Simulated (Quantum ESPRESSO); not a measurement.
## Band-structure run of Ga6As (part 1 of 2)

- system: Ga6As (P6/mmm, 7 atoms in the cell)
- method: Kohn-Sham DFT of a periodic cell, PBE with D3M, PseudoDojo 0.5 SR PBE standard, no spin polarisation (Quantum ESPRESSO 7.5)

The structure was made by swapping elements on the sites of another compound; it need not be a known phase.

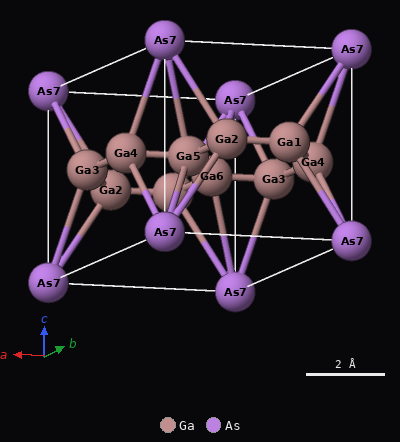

The structure as given in the input (ball-and-stick view of the cell of the calculation, seen at an oblique angle; atoms are numbered from 1 in the order of the input). An atom can appear more than once, as a periodic image.

Input file
```
&CONTROL
  calculation = 'scf'
  prefix = 'pwscf'
  outdir = './tmp'
  pseudo_dir = './pseudo'
  tprnfor = .true.
  tstress = .true.
  disk_io = 'low'
/
&SYSTEM
  ibrav = 0
  nat = 7
  ntyp = 2
  ecutwfc = 84
  nbnd = 60
  occupations = 'smearing'
  smearing = 'mp'
  degauss = 0.00367493
  vdw_corr = 'grimme-d3'
  dftd3_version = 5
/
&ELECTRONS
  conv_thr = 1.4d-09
  electron_maxstep = 120
  mixing_beta = 0.5
  mixing_ndim = 2
/
ATOMIC_SPECIES
Ga    69.7230 Ga.upf
As    74.9216 As.upf
CELL_PARAMETERS bohr
   9.2384471577    0.0000000000    0.0000000000
  -4.6192235789    8.0007299309    0.0000000000
   0.0000000000    0.0000000000    9.9902499221
ATOMIC_POSITIONS bohr
Ga     3.0754497729    0.0000000000    4.9951249610
Ga     6.1629973848    0.0000000000    4.9951249610
Ga    -1.5377248865    2.6634176317    4.9951249610
Ga    -3.0814986924    5.3373122992    4.9951249610
Ga     3.0814986924    5.3373122992    4.9951249610
Ga     1.5377248865    2.6634176317    4.9951249610
As     0.0000000000    0.0000000000    0.0000000000
K_POINTS automatic
5 5 4 0 0 0
```

File bands.in
```
&CONTROL
  calculation = 'bands'
  prefix = 'pwscf'
  outdir = './tmp'
  pseudo_dir = './pseudo'
  disk_io = 'low'
  verbosity = 'high'
/
&SYSTEM
  ibrav = 0
  nat = 7
  ntyp = 2
  ecutwfc = 84
  nbnd = 60
  occupations = 'smearing'
  smearing = 'mp'
  degauss = 0.00367493
  vdw_corr = 'grimme-d3'
  dftd3_version = 5
/
&ELECTRONS
  conv_thr = 1d-08
  electron_maxstep = 120
  mixing_beta = 0.5
  mixing_ndim = 2
  diago_full_acc = .true.
/
ATOMIC_SPECIES
Ga    69.7230 Ga.upf
As    74.9216 As.upf
CELL_PARAMETERS bohr
   9.2384471577    0.0000000000    0.0000000000
  -4.6192235789    8.0007299309    0.0000000000
   0.0000000000    0.0000000000    9.9902499221
ATOMIC_POSITIONS bohr
Ga     3.0754497729    0.0000000000    4.9951249610
Ga     6.1629973848    0.0000000000    4.9951249610
Ga    -1.5377248865    2.6634176317    4.9951249610
Ga    -3.0814986924    5.3373122992    4.9951249610
Ga     3.0814986924    5.3373122992    4.9951249610
Ga     1.5377248865    2.6634176317    4.9951249610
As     0.0000000000    0.0000000000    0.0000000000
K_POINTS crystal
60
 0.0000000000  0.0000000000  0.0000000000 1
 0.0714285714  0.0000000000  0.0000000000 1
 0.1428571429  0.0000000000  0.0000000000 1
 0.2142857143  0.0000000000  0.0000000000 1
 0.2857142857  0.0000000000  0.0000000000 1
 0.3571428571  0.0000000000  0.0000000000 1
 0.4285714286  0.0000000000  0.0000000000 1
 0.5000000000  0.0000000000  0.0000000000 1
 0.4444444444  0.1111111111  0.0000000000 1
 0.3888888889  0.2222222222  0.0000000000 1
 0.3333333333  0.3333333333  0.0000000000 1
 0.2916666667  0.2916666667  0.0000000000 1
 0.2500000000  0.2500000000  0.0000000000 1
 0.2083333333  0.2083333333  0.0000000000 1
 0.1666666667  0.1666666667  0.0000000000 1
 0.1250000000  0.1250000000  0.0000000000 1
 0.0833333333  0.0833333333  0.0000000000 1
 0.0416666667  0.0416666667  0.0000000000 1
 0.0000000000  0.0000000000  0.0000000000 1
 0.0000000000  0.0000000000  0.0833333333 1
 0.0000000000  0.0000000000  0.1666666667 1
 0.0000000000  0.0000000000  0.2500000000 1
 0.0000000000  0.0000000000  0.3333333333 1
 0.0000000000  0.0000000000  0.4166666667 1
 0.0000000000  0.0000000000  0.5000000000 1
 0.0714285714  0.0000000000  0.5000000000 1
 0.1428571429  0.0000000000  0.5000000000 1
 0.2142857143  0.0000000000  0.5000000000 1
 0.2857142857  0.0000000000  0.5000000000 1
 0.3571428571  0.0000000000  0.5000000000 1
 0.4285714286  0.0000000000  0.5000000000 1
 0.5000000000  0.0000000000  0.5000000000 1
 0.4583333333  0.0833333333  0.5000000000 1
 0.4166666667  0.1666666667  0.5000000000 1
 0.3750000000  0.2500000000  0.5000000000 1
 0.3333333333  0.3333333333  0.5000000000 1
 0.2962962963  0.2962962963  0.5000000000 1
 0.2592592593  0.2592592593  0.5000000000 1
 0.2222222222  0.2222222222  0.5000000000 1
 0.1851851852  0.1851851852  0.5000000000 1
 0.1481481481  0.1481481481  0.5000000000 1
 0.1111111111  0.1111111111  0.5000000000 1
 0.0740740741  0.0740740741  0.5000000000 1
 0.0370370370  0.0370370370  0.5000000000 1
 0.0000000000  0.0000000000  0.5000000000 1
 0.5000000000  0.0000000000  0.5000000000 1
 0.5000000000  0.0000000000  0.4285714286 1
 0.5000000000  0.0000000000  0.3571428571 1
 0.5000000000  0.0000000000  0.2857142857 1
 0.5000000000  0.0000000000  0.2142857143 1
 0.5000000000  0.0000000000  0.1428571429 1
 0.5000000000  0.0000000000  0.0714285714 1
 0.5000000000  0.0000000000  0.0000000000 1
 0.3333333333  0.3333333333  0.0000000000 1
 0.3333333333  0.3333333333  0.0833333333 1
 0.3333333333  0.3333333333  0.1666666667 1
 0.3333333333  0.3333333333  0.2500000000 1
 0.3333333333  0.3333333333  0.3333333333 1
 0.3333333333  0.3333333333  0.4166666667 1
 0.3333333333  0.3333333333  0.5000000000 1
```

Launch command:
```bash
OMP_NUM_THREADS=1 pw.x -in pw.in > pw.out
OMP_NUM_THREADS=1 pw.x -in bands.in > bands.out
```

The program's output
```
This program is part of the open-source Quantum ESPRESSO suite
     for quantum simulation of materials; please cite
         "P. Giannozzi et al., J. Phys.:Condens. Matter 21 395502 (2009);
         "P. Giannozzi et al., J. Phys.:Condens. Matter 29 465901 (2017);
         "P. Giannozzi et al., J. Chem. Phys. 152 154105 (2020);
          URL
     in publications or presentations arising from this work. More details at

     Message from routine setup:
     using ibrav=0 with symmetry is DISCOURAGED, use correct ibrav instead

     G-vector sticks info
     --------------------
     sticks:   dense  smooth     PW     G-vecs:    dense   smooth      PW
     Sum        1969    1969    559                76691    76691   11341

     Using Slab Decomposition

     bravais-lattice index     =            0
     lattice parameter (alat)  =       9.2384  a.u.
     unit-cell volume          =     738.4225 (a.u.)^3
     number of atoms/cell      =            7
     number of atomic types    =            2
     number of electrons       =        93.00
     number of Kohn-Sham states=           60
     kinetic-energy cutoff     =      84.0000  Ry
     charge density cutoff     =     336.0000  Ry
     scf convergence threshold =      1.4E-09
     mixing beta               =       0.5000
     number of iterations used =            2  plain     mixing
     Exchange-correlation= PBE
                           (   1   4   3   4   0   0   0)

     celldm(1)=   9.238447  celldm(2)=   0.000000  celldm(3)=   0.000000
     celldm(4)=   0.000000  celldm(5)=   0.000000  celldm(6)=   0.000000

     crystal axes: (cart. coord. in units of alat)
               a(1) = (   1.000000   0.000000   0.000000 )
               a(2) = (  -0.500000   0.866025   0.000000 )
               a(3) = (   0.000000   0.000000   1.081378 )

     reciprocal axes: (cart. coord. in units 2 pi/alat)
               b(1) = (  1.000000  0.577350 -0.000000 )
               b(2) = (  0.000000  1.154701  0.000000 )
               b(3) = (  0.000000 -0.000000  0.924746 )

     PseudoPot. # 1 for Ga read from file:
     Ga.upf
     Pseudo is Norm-conserving + core correction, Zval = 13.0
     Generated using ONCVPSP code by D. R. Hamann
     Using radial grid of 1902 points,  6 beta functions with:
                l(1) =   0
                l(2) =   0
                l(3) =   1
                l(4) =   1
                l(5) =   2
                l(6) =   2

     PseudoPot. # 2 for As read from file:
     As.upf
     Pseudo is Norm-conserving + core correction, Zval = 15.0
     Generated using ONCVPSP code by D. R. Hamann
     Using radial grid of 1358 points,  6 beta functions with:
                l(1) =   0
                l(2) =   0
                l(3) =   1
                l(4) =   1
                l(5) =   2
                l(6) =   2

     atomic species   valence    mass     pseudopotential
     Ga               13.00    69.72300     Ga( 1.00)
     As               15.00    74.92160     As( 1.00)

     24 Sym. Ops., with inversion, found

   Cartesian axes

     site n.     atom                  positions (alat units)
         1        Ga     tau(   1) = (   0.3328968   0.0000000   0.5406888  )
         2        Ga     tau(   2) = (   0.6671032   0.0000000   0.5406888  )
         3        Ga     tau(   3) = (  -0.1664484   0.2882971   0.5406888  )
         4        Ga     tau(   4) = (  -0.3335516   0.5777283   0.5406888  )
         5        Ga     tau(   5) = (   0.3335516   0.5777283   0.5406888  )
         6        Ga     tau(   6) = (   0.1664484   0.2882971   0.5406888  )
         7        As     tau(   7) = (   0.0000000   0.0000000   0.0000000  )

     --------------------------------------------
     DFT-D3 Dispersion Correction (3-body terms):
     --------------------------------------------
       Reference C6 values for interpolation:

         atom   Coordination number   C6
         Ga         0.000           967.50
         Ga         0.960           843.30
         Ga         1.931           515.75
         Ga         2.923           344.63
         As         0.000           525.90
         As         0.989           508.38
         As         1.979           482.50
         As         2.971           448.57

       Values used:

         atom   Coordination number  R0_AB[au]  C6      C8
         Ga         8.846            3.740    344.63  38742.74
         Ga         8.846            3.740    344.63  38742.74
         Ga         8.846            3.740    344.63  38742.74
         Ga         8.846            3.740    344.63  38742.74
         Ga         8.846            3.740    344.63  38742.74
         Ga         8.846            3.740    344.63  38742.74
         As         5.030            3.461    448.57  34550.01

         Molecular C6 ( Ry / a.u.^6 ) =     17571.70

     number of k points=    15  Methfessel-Paxton smearing, width (Ry)=  0.0037
                       cart. coord. in units 2pi/alat
        k(    1) = (   0.0000000   0.0000000   0.0000000), wk =   0.0200000
        k(    2) = (   0.0000000   0.0000000   0.2311866), wk =   0.0400000
        k(    3) = (   0.0000000   0.0000000  -0.4623732), wk =   0.0200000
        k(    4) = (   0.0000000   0.2309401   0.0000000), wk =   0.1200000
        k(    5) = (   0.0000000   0.2309401   0.2311866), wk =   0.2400000
        k(    6) = (   0.0000000   0.2309401  -0.4623732), wk =   0.1200000
        k(    7) = (   0.0000000   0.4618802   0.0000000), wk =   0.1200000
        k(    8) = (   0.0000000   0.4618802   0.2311866), wk =   0.2400000
        k(    9) = (   0.0000000   0.4618802  -0.4623732), wk =   0.1200000
        k(   10) = (   0.2000000   0.3464102   0.0000000), wk =   0.1200000
        k(   11) = (   0.2000000   0.3464102   0.2311866), wk =   0.2400000
        k(   12) = (   0.2000000   0.3464102  -0.4623732), wk =   0.1200000
        k(   13) = (   0.2000000   0.5773503   0.0000000), wk =   0.1200000
        k(   14) = (   0.2000000   0.5773503   0.2311866), wk =   0.2400000
        k(   15) = (   0.2000000   0.5773503  -0.4623732), wk =   0.1200000

     Dense  grid:    76691 G-vectors     FFT dimensions: (  54,  54,  60)

     Initial potential from superposition of free atoms

     starting charge      92.9837, renormalised to      93.0000
     Starting wfcs are   63 randomized atomic wfcs

     Self-consistent Calculation

     iteration #  1     ecut=    84.00 Ry     beta= 0.50
     Davidson diagonalization with overlap
     ethr =  1.00E-02,  avg # of iterations =  9.9

     total energy              =   -1126.17438642 Ry
     estimated scf accuracy    <       1.20179340 Ry

     iteration #  2     ecut=    84.00 Ry     beta= 0.50
     Davidson diagonalization with overlap
     ethr =  1.29E-03,  avg # of iterations =  4.1

     total energy              =   -1126.47462464 Ry
     estimated scf accuracy    <       2.05345628 Ry

     iteration #  3     ecut=    84.00 Ry     beta= 0.50
     Davidson diagonalization with overlap
     ethr =  1.29E-03,  avg # of iterations =  2.1

     total energy              =   -1126.71786861 Ry
     estimated scf accuracy    <       0.03312199 Ry

     iteration #  4     ecut=    84.00 Ry     beta= 0.50
     Davidson diagonalization with overlap
     ethr =  3.56E-05,  avg # of iterations =  7.9

     total energy              =   -1126.72633360 Ry
     estimated scf accuracy    <       0.00434459 Ry

     iteration #  5     ecut=    84.00 Ry     beta= 0.50
     Davidson diagonalization with overlap
     ethr =  4.67E-06,  avg # of iterations =  3.9

     total energy              =   -1126.72718242 Ry
     estimated scf accuracy    <       0.00050269 Ry

     iteration #  6     ecut=    84.00 Ry     beta= 0.50
     Davidson diagonalization with overlap
     ethr =  5.41E-07,  avg # of iterations =  2.1

     total energy              =   -1126.72716925 Ry
     estimated scf accuracy    <       0.00030574 Ry

     iteration #  7     ecut=    84.00 Ry     beta= 0.50
     Davidson diagonalization with overlap
     ethr =  3.29E-07,  avg # of iterations =  2.0

     total energy              =   -1126.72724228 Ry
     estimated scf accuracy    <       0.00021023 Ry

     iteration #  8     ecut=    84.00 Ry     beta= 0.50
     Davidson diagonalization with overlap
     ethr =  2.26E-07,  avg # of iterations =  1.7

     total energy              =   -1126.72727161 Ry
     estimated scf accuracy    <       0.00000557 Ry

     iteration #  9     ecut=    84.00 Ry     beta= 0.50
     Davidson diagonalization with overlap
     ethr =  5.99E-09,  avg # of iterations =  2.1

     total energy              =   -1126.72727294 Ry
     estimated scf accuracy    <       0.00000102 Ry

     iteration # 10     ecut=    84.00 Ry     beta= 0.50
     Davidson diagonalization with overlap
     ethr =  1.10E-09,  avg # of iterations =  2.0

     total energy              =   -1126.72727318 Ry
     estimated scf accuracy    <       0.00000028 Ry

     iteration # 11     ecut=    84.00 Ry     beta= 0.50
     Davidson diagonalization with overlap
     ethr =  3.02E-10,  avg # of iterations =  2.1

     total energy              =   -1126.72727320 Ry
     estimated scf accuracy    <       0.00000035 Ry

     iteration # 12     ecut=    84.00 Ry     beta= 0.50
     Davidson diagonalization with overlap
     ethr =  3.02E-10,  avg # of iterations =  2.0

     total energy              =   -1126.72727328 Ry
     estimated scf accuracy    <       0.00000005 Ry

     iteration # 13     ecut=    84.00 Ry     beta= 0.50
     Davidson diagonalization with overlap
     ethr =  5.53E-11,  avg # of iterations =  2.0

     total energy              =   -1126.72727329 Ry
     estimated scf accuracy    <          5.7E-09 Ry

     iteration # 14     ecut=    84.00 Ry     beta= 0.50
     Davidson diagonalization with overlap
     ethr =  6.10E-12,  avg # of iterations =  2.1

     End of self-consistent calculation
```
